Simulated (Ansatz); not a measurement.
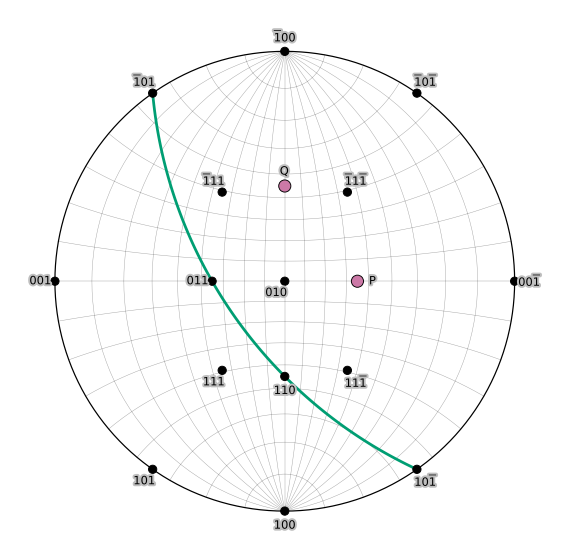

Crystal: In, the geometry relaxed at fixed volume with Ansatz 0.2.0, DFT HSE06, scalar-relativistic, plane waves, PAW. Stereographic projection of plane normals (upper hemisphere) centred on (0 1 0). Geometry calculated from the standardised cell; symmetry tolerance 0.002 Å.

a = 3.346 Å, b = 3.346 Å, c = 4.763 Å, α = 90.00°, β = 90.00°, γ = 90.00°.

Question: Index the poles marked P, Q.

Answer: P is (0 1 −1), 35.1° from the centre; Q is (−1 1 0), 45.0° from the centre.

Question: Which zone does the coloured great circle trace?

Answer: The zone [1 −1 1]: its poles satisfy h − k + l = 0.

Question: What is the angle between the normals of (0 0 1) and (−1 0 1), and what are their d_hkl = 1/|g|?

Answer: 54.9°; d = 4.763 Å and 2.738 Å.
